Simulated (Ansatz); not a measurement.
**TaN: geometry relaxation (part 1 of 2)**

System: TaN (12 atoms in the cell).
Method: DFT r2SCAN, scalar-relativistic, plane waves, PAW, no spin polarisation (Ansatz 0.2.0).

The structure derives from an entry of the Crystallography Open Database. It belongs to a series of runs on one base structure; here: 0 of 6 N sites taken by Bi, cell and atoms relaxed. Figures and captions count atoms from 1; the log counts them from 0 in places.

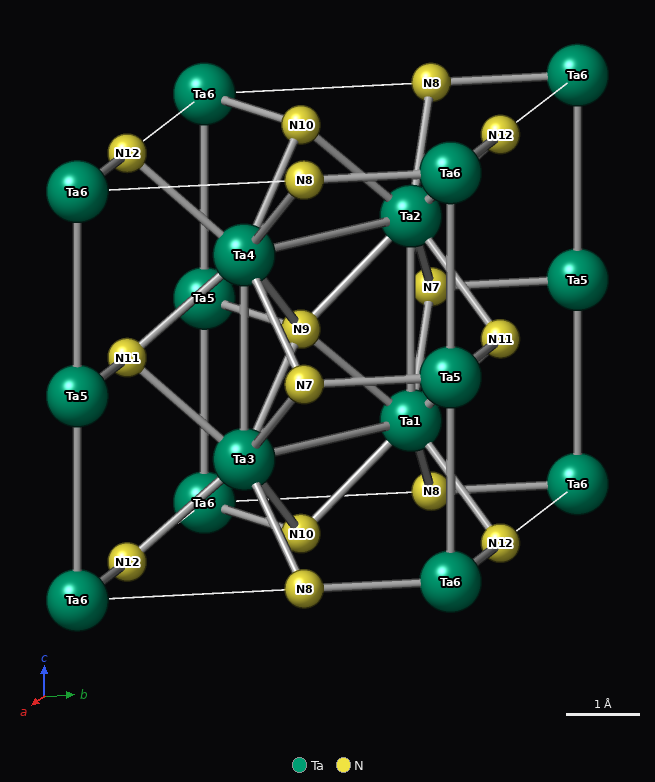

Fig. 1: The input geometry (ball-and-stick view of the cell of the calculation, seen slightly off an axis; atoms are numbered from 1 in the order of the input). An atom can appear more than once, as a periodic image.

## Input
```yaml
crystal:
  lattice:
    - [2.5998149124, -4.5030115186, 0.0]
    - [-5.1996298249, 0.0, 0.0]
    - [0.0, 0.0, -5.8207185471]
  atoms:
    - { symbol: Ta, position: [0.3333333333, 0.6666666667, 0.25] }
    - { symbol: Ta, position: [0.3333333333, 0.6666666667, 0.75] }
    - { symbol: Ta, position: [0.6666666667, 0.3333333333, 0.25] }
    - { symbol: Ta, position: [0.6666666667, 0.3333333333, 0.75] }
    - { symbol: Ta, position: [1.0, 1.0, 0.5] }
    - { symbol: Ta, position: [1.0, 1.0, 0.0] }
    - { symbol: "N", position: [1.0, 0.6075936355, 0.5] }
    - { symbol: "N", position: [1.0, 0.6075936355, 0.0] }
    - { symbol: "N", position: [0.3924063645, 0.3924063645, 0.5] }
    - { symbol: "N", position: [0.3924063645, 0.3924063645, 0.0] }
    - { symbol: "N", position: [0.6075936355, 1.0, 0.5] }
    - { symbol: "N", position: [0.6075936355, 1.0, 0.0] }
basis:
  ecutwfc: 500
kpoints:
  mp_grid: { grid: [6, 6, 6] }
hamiltonian:
  xc: r2scan
scf:
  occupations: { method: gaussian, width: 0.1 }
output:
  forces: true
  stress: true
  eigenvalues: true
  write_density: true
  write_potential: true
  elf: true
  volumetric_format: npy
relax:
  adjacent_minimum: "off"
  f_tol: 0.015
  max_steps: 60
  cell: { stress_tol: 0.15 }
```

Hardware: 2 threads of AMD EPYC (Zen 3), 32 GiB of memory available, shared host.

Launched with:
```bash
ansatz run input.yaml --threads 2 --pin off --max-ram 5120MiB --backend cpu --events-out ev --progress --plain --runs-dir out
```

## The program's output
```
Engine: ansatz 0.2.0, x86_64-unknown-linux-gnu
Pseudopotentials: kind: paw
Pseudopotential: Ta, paw, valence charge 13, recommended cutoff 500 eV (meta_gga), Ta.paw.azcp
Pseudopotential: N, paw, valence charge 5, recommended cutoff 500 eV (meta_gga), N.paw.azcp
Functional definition: r2SCAN
  parameter k0 = 0.174
  parameter k1 = 0.065
  parameter a1 = 4.9479
  exchange = r2scan_x(k0 = k0, k1 = k1, a1 = a1)
  correlation = r2scan_c
Crystal: 12 atoms, lattice volume = 136.286 Å³
Basis set: ecut = 500 eV, 3489 PW (Γ), exchange–correlation on 160×160×180 points (64 copies of the dense FFT grid, shifted against one another)
Bands: 66, of which v1, the nominal top of the filled ones, is band 54 counted from 1 (53 counted from 0)
Symmetry: 24 space group operations
Space group: P-62m (ITA 189), of the structure as read, at distance tolerance 5.1e-5 Å
k-points: 28 of 216 (time reversal used)
Non-local potential: Ta, projectors of the file, l = 0: 3, l = 1: 2, l = 2: 2, l = 3: 1
Non-local potential: N, projectors of the file, l = 0: 2, l = 1: 2, l = 2: 1
PAW form: soft (Blöchl's): semilocal exchange-correlation on the pseudo side does not see the compensation charge
PAW frozen core: Ta, regenerated for the run's functional (the file was generated under x = pbe(κ = 0.804, μ = 0.2195149727645171), c = pbe(β = 0.06672455060314922))
PAW frozen core: N, regenerated for the run's functional (the file was generated under x = pbe(κ = 0.804, μ = 0.2195149727645171), c = pbe(β = 0.06672455060314922))
PAW one-centre angular grid: Ta, 590 points (default); XC on 160 Gauss nodes
PAW one-centre angular grid: N, 302 points (default); XC on 160 Gauss nodes
Initial density: superposition of atomic densities (neutral atoms: chi_scale 0, normalization atom), corrected by the library's trained network
Initial wavefunctions: pseudopotential atomic-orbital guess
Functional: x = r2scan, c = r2scan; τ floored in thin density (d = 2e-4 eV/Å³)
SCF iter   1: F=—  HF=-61990.605248 eV  |F-HF|=—  |Δ(HF+E_count)|=         —  Δρ=1.22e-2  dr2=1.62e-1  dr2_τ=9.13e-1  ethr=1.77e-3  ⟨swp⟩=6.2  Hψ=7360  notcnv=0
preconditioner: auto → Resta (q_TF=auto, 2.625 Å⁻¹)  ε∞=6.9  [insulator: Δε(μ)=0.211 eV  Ē_g=10.163 eV  σ=0.100 eV  W_gap=0.71  n_scr=40 (ndim 8)  ℏωp=24.6 eV  f_vac=0.000  D(μ)=1.03/eV (n_scr^D=2)  ε∞_Penn≈6.9]
SCF iter   2: F=—  HF=-61991.066992 eV  |F-HF|=—  |Δ(HF+E_count)|=   4.62e-1  Δρ=7.99e-3  dr2=5.09e-2  dr2_τ=4.72e-3  ethr=1.50e-4  ⟨swp⟩=2.0  Hψ=3405  notcnv=0  defer=150
SCF iter   3: F=—  HF=-61991.087665 eV  |F-HF|=—  |Δ(HF+E_count)|=   2.07e-2  Δρ=2.56e-3  dr2=1.19e-2  dr2_τ=2.33e-3  ethr=4.72e-5  ⟨swp⟩=2.0  Hψ=2538  notcnv=0  defer=150
SCF iter   4: F=—  HF=-61991.086608 eV  |F-HF|=—  |Δ(HF+E_count)|=   1.06e-3  Δρ=7.35e-4  dr2=5.30e-4  dr2_τ=1.56e-4  ethr=1.10e-5  ⟨swp⟩=2.0  Hψ=2536  notcnv=0  defer=150
SCF iter   5: F=—  HF=-61991.086928 eV  |F-HF|=—  |Δ(HF+E_count)|=   3.20e-4  Δρ=2.34e-4  dr2=5.51e-5  dr2_τ=1.53e-6  ethr=4.91e-7  ⟨swp⟩=2.0  Hψ=2422  notcnv=0  defer=150
SCF iter   6: F=—  HF=-61991.087034 eV  |F-HF|=—  |Δ(HF+E_count)|=   1.07e-4  Δρ=4.65e-5  dr2=3.39e-6  dr2_τ=3.22e-7  ethr=5.10e-8  ⟨swp⟩=2.0  Hψ=2644  notcnv=0  defer=150
SCF iter   7: F=—  HF=-61991.087034 eV  |F-HF|=—  |Δ(HF+E_count)|=   5.70e-9  Δρ=1.19e-5  dr2=1.45e-7  dr2_τ=1.85e-8  ethr=3.14e-9  ⟨swp⟩=2.0  Hψ=2538  notcnv=0  defer=150
SCF iter   8: F=-61991.087034 eV  HF=-61991.087034 eV  |F-HF|=6.11e-10  |Δ(HF+E_count)|=   5.44e-8  Δρ=1.95e-6  dr2=4.68e-9  dr2_τ=1.34e-9  ethr=9.26e-11  ⟨swp⟩=15.8  Hψ=13136  notcnv=0
SCF 1 converged in 8 iterations: F = -61991.087034 eV  dr2 = 4.68e-9
  greatest PAW one-centre occupation: 0.998 electrons in one spin orbital (limit 2), on the Ta atom at site 5 (counted from 0), in its partial waves of l = 0
relax step   1: F+E_penalty+E_count = -61991.08703421 eV  Δ(F+E_penalty+E_count) = +0.000e0 eV  max|allowed force component| = 9.487e-4 eV/Å  Δτ_max = 0.0000 Å  P = -0.035 GPa  Ω = 136.286 Å³  (8 SCF iters, dr2 threshold 1.00e-7 eV, accepted)
Initial density: handed on by an earlier stage of this run
Initial wavefunctions: those handed on with the density
iter 1 solved again at ethr=1.30e-7 eV; its pass at ethr=3.10e-3 eV (dr2=1.40e-4 eV) is discarded
SCF iter   1: F=—  HF=-61991.086665 eV  |F-HF|=—  |Δ(HF+E_count)|=         —  Δρ=3.16e-4  dr2=1.52e-4  dr2_τ=4.15e-4  ethr=1.30e-7  ⟨swp⟩=3.2  Hψ=8591  notcnv=0
preconditioner: auto → Resta (q_TF=auto, 2.625 Å⁻¹)  ε∞=7.0  [insulator: Δε(μ)=0.194 eV  Ē_g=10.087 eV  σ=0.100 eV  W_gap=0.66  n_scr=40 (ndim 8)  ℏωp=24.6 eV  f_vac=0.000  D(μ)=1.01/eV (n_scr^D=2)  ε∞_Penn≈7.0]
SCF iter   2: F=—  HF=-61991.086823 eV  |F-HF|=—  |Δ(HF+E_count)|=   1.58e-4  Δρ=1.32e-4  dr2=1.87e-5  dr2_τ=3.81e-6  ethr=1.30e-7  ⟨swp⟩=2.0  Hψ=3175  notcnv=0
SCF iter   3: F=—  HF=-61991.086825 eV  |F-HF|=—  |Δ(HF+E_count)|=   2.51e-6  Δρ=6.26e-5  dr2=5.10e-6  dr2_τ=4.53e-7  ethr=1.73e-8  ⟨swp⟩=2.6  Hψ=2598  notcnv=0
SCF iter   4: F=—  HF=-61991.086826 eV  |F-HF|=—  |Δ(HF+E_count)|=   5.06e-7  Δρ=1.42e-5  dr2=2.48e-7  dr2_τ=3.92e-8  ethr=4.72e-9  ⟨swp⟩=2.0  Hψ=2488  notcnv=0
SCF iter   5: F=-61991.086826 eV  HF=-61991.086826 eV  |F-HF|=6.33e-9  |Δ(HF+E_count)|=   6.10e-8  Δρ=5.16e-6  dr2=2.32e-8  dr2_τ=2.91e-9  ethr=1.85e-10  ⟨swp⟩=10.9  Hψ=12643  notcnv=0
SCF 2 converged in 5 iterations: F = -61991.086826 eV  dr2 = 2.32e-8
relax step   2: F+E_penalty+E_count = -61991.08682596 eV  Δ(F+E_penalty+E_count) = +2.083e-4 eV  max|allowed force component| = 1.258e-2 eV/Å  Δτ_max = 0.0011 Å  P = +0.025 GPa  Ω = 136.286 Å³  energy of the carried Pulay correction = +3.243e-6 eV  (5 SCF iters, dr2 threshold 2.00e-7 eV, rejected (line search))
Crystal: 12 atoms, lattice volume = 136.280 Å³
iter 1 solved again at ethr=5.46e-8 eV; its pass at ethr=3.10e-3 eV (dr2=5.90e-5 eV) is discarded
SCF iter   1: F=—  HF=-61991.086985 eV  |F-HF|=—  |Δ(HF+E_count)|=         —  Δρ=2.08e-4  dr2=6.36e-5  dr2_τ=1.97e-4  ethr=5.46e-8  ⟨swp⟩=3.3  Hψ=8745  notcnv=0
preconditioner: auto → Resta (q_TF=auto, 2.625 Å⁻¹)  ε∞=7.0  [insulator: Δε(μ)=0.208 eV  Ē_g=10.087 eV  σ=0.100 eV  W_gap=0.69  n_scr=40 (ndim 8)  ℏωp=24.6 eV  f_vac=0.000  D(μ)=1.03/eV (n_scr^D=2)  ε∞_Penn≈7.0]
SCF iter   2: F=—  HF=-61991.087062 eV  |F-HF|=—  |Δ(HF+E_count)|=   7.70e-5  Δρ=8.73e-5  dr2=7.68e-6  dr2_τ=1.65e-6  ethr=5.46e-8  ⟨swp⟩=2.0  Hψ=3171  notcnv=0
SCF iter   3: F=—  HF=-61991.087119 eV  |F-HF|=—  |Δ(HF+E_count)|=   5.67e-5  Δρ=4.15e-5  dr2=2.09e-6  dr2_τ=1.87e-7  ethr=7.11e-9  ⟨swp⟩=2.4  Hψ=2552  notcnv=0
SCF iter   4: F=—  HF=-61991.087119 eV  |F-HF|=—  |Δ(HF+E_count)|=   2.80e-7  Δρ=9.68e-6  dr2=1.15e-7  dr2_τ=2.34e-8  ethr=1.93e-9  ⟨swp⟩=2.0  Hψ=2491  notcnv=0
SCF iter   5: F=—  HF=-61991.087119 eV  |F-HF|=—  |Δ(HF+E_count)|=   2.31e-8  Δρ=3.54e-6  dr2=1.07e-8  dr2_τ=1.08e-9  ethr=1.07e-10  ⟨swp⟩=2.0  Hψ=2688  notcnv=0
SCF iter   6: F=-61991.087119 eV  HF=-61991.087119 eV  |F-HF|=3.64e-11  |Δ(HF+E_count)|=   7.28e-9  Δρ=9.59e-7  dr2=7.45e-10  dr2_τ=1.44e-10  ethr=1.00e-12  ⟨swp⟩=6.5  Hψ=11284  notcnv=0
SCF 3 converged in 6 iterations: F = -61991.087119 eV  dr2 = 7.45e-10
relax step   3: F+E_penalty+E_count = -61991.08711897 eV  Δ(F+E_penalty+E_count) = -8.476e-5 eV  max|allowed force component| = 3.133e-3 eV/Å  Δτ_max = 0.0003 Å  P = -0.002 GPa  Ω = 136.280 Å³  energy of the carried Pulay correction = +4.106e-6 eV  (6 SCF iters, accepted)
Initial wavefunctions: pseudopotential atomic-orbital guess (no wavefunctions were taken with the density)
iter 1 solved again at ethr=4.15e-8 eV; its pass at ethr=3.10e-3 eV (dr2=4.48e-5 eV) is discarded
SCF iter   1: F=—  HF=-61991.087048 eV  |F-HF|=—  |Δ(HF+E_count)|=         —  Δρ=2.32e-6  dr2=1.12e-9  dr2_τ=4.76e-9  ethr=4.15e-8  ⟨swp⟩=4.0  Hψ=13287  notcnv=0
eigensolver tolerance schedule: the retry pair's looser diagonalisation over-reported the residual by 39975.58 of it (diagonalisation noise at 1.15 of the residual, at the tolerance the schedule requests for it); recorded, not acted on — ethr = c·dr2/N_el stays at c = 1.0e-1
preconditioner: auto → Resta (q_TF=auto, 2.625 Å⁻¹)  ε∞=7.0  [insulator: Δε(μ)=0.210 eV  Ē_g=10.086 eV  σ=0.100 eV  W_gap=0.70  n_scr=40 (ndim 8)  ℏωp=24.6 eV  f_vac=0.000  D(μ)=1.03/eV (n_scr^D=2)  ε∞_Penn≈7.0]
SCF iter   2: F=—  HF=-61991.087114 eV  |F-HF|=—  |Δ(HF+E_count)|=   6.68e-5  Δρ=1.28e-6  dr2=4.23e-10  dr2_τ=2.92e-10  ethr=1.00e-12  ⟨swp⟩=10.0  Hψ=12978  notcnv=0
SCF iter   3: F=-61991.087114 eV  HF=-61991.087114 eV  |F-HF|=9.46e-11  |Δ(HF+E_count)|=  6.48e-10  Δρ=3.56e-7  dr2=1.88e-10  dr2_τ=7.92e-11  ethr=1.00e-12  ⟨swp⟩=5.0  Hψ=9651  notcnv=0
SCF 4 converged in 3 iterations: F = -61991.087114 eV  dr2 = 1.88e-10
relax step   4: F+E_penalty+E_count = -61991.08711433 eV  Δ(F+E_penalty+E_count) = +4.646e-6 eV  max|allowed force component| = 3.129e-3 eV/Å  Δτ_max = 0.0000 Å  P = -0.002 GPa  Ω = 136.280 Å³  stress off target by 1.46e-2 GPa  SCF on the basis re-selected at this cell (its energy is not comparable with the rows above)  (3 SCF iters)
```

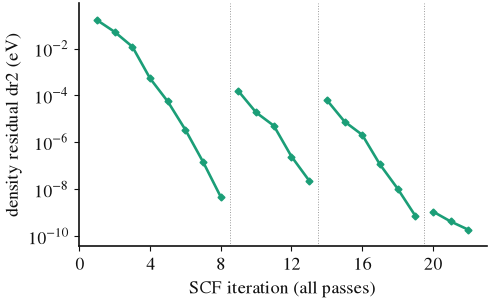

Fig. 2: Convergence of the self-consistent field: density residual dr2 against the SCF iteration. The dotted lines part the SCF passes of the relaxation: geometry steps, rejected trials and re-solves on a re-selected basis. The passes take 8, 5, 6 and 3 iterations.

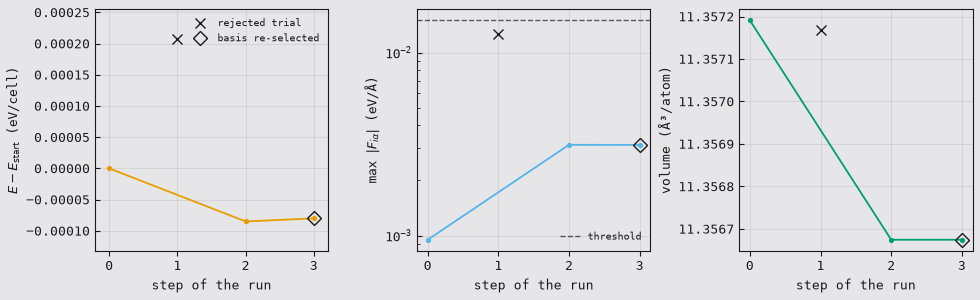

Fig. 3: Progress of the relaxation, step by step (the first geometry is step 0 here and step 1 in the log). Over 2 geometry steps the energy falls by 0.1 meV per cell of the calculation. The largest force component goes from 0.00095 to 0.0031 eV/Å. Pressure: −0.03 GPa at the start and 0.00 GPa at the end. The line search rejected the trial step at point 1 (counted from 0) and went back. No atom moves by more than 0.005 Å relative to the cell. The space group stays P-62m (No. 189). A last SCF at the same geometry on a re-selected plane-wave basis shifts the energy by +0.0 meV per cell of the calculation.

```
basis re-selected at this cell: Δ(F+E_penalty+E_count) = +4.646e-6 eV, ΔP = +0.000 GPa vs the last step (what re-selecting the basis moved, of the pressure what is left beyond the Pulay correction that the steps carried, after the strain that the cell walked since its last selection, with what the two solves' SCF thresholds leave and, on support functions, any second-order correction that the steps lacked; it is no measure of the basis error at this ecutwfc). This SCF's stress stands 1.46e-2 GPa from its target on what of the cell is left free (relax.cell.stress_tol is 1.50e-1 GPa) and its largest allowed force component is 3.13e-3 eV/Å (relax.f_tol is 1.50e-2 eV/Å): within both
SCF converged after 3 iterations
Free energy (F): -61991.087114 eV
Harris-Foulkes:  -61991.087114 eV  (|F-HF|=9.46e-11)
Internal energy: -61991.081987 eV  (E = F + TS)
E sigma→0 (E₀):  -61991.084551 eV
Entropy (-TS):   -0.005127 eV (-0.427 meV/atom)
Fermi energy:    19.628494 eV
--- Per-component energies (eV) ---
  E_band       = -536.135559
  E_kinetic    = 3006.169874
  E_local      = -4070.687340  (includes V_loc(G=0)·N_el)
  E_nonlocal   = 358.364210
  E_hartree    = 1383.640751
  E_xc         = -1592.557895
  E_vxc        = -1848.181095  (∫ρ·V_xc dr)
  E_paw        = -51313.475707  (= ΣΔE_a)
  E_vpaw       = -844.112203  (= ΣTr[D̂ρ^β])
  E_aug_tail   = 0.000594  (compensation charges beyond the density's cutoff)
  E_vtau       = 95.028806  (kinetic-family band-sum trace: ∫τ·v_τ [+ j·A + Jᵃ·Aᵃ] dr)
  E_ewald      = -9757.821406
  E_core_change = -4.715069  (= ΣΔE_core)
  E_smearing   = -0.005127  (= −TS)
  E_closure    = -0.000000  (closes the sum)
  Σ components = -61991.087114   (vs F -61991.087114, Δ=0.00e0)
```
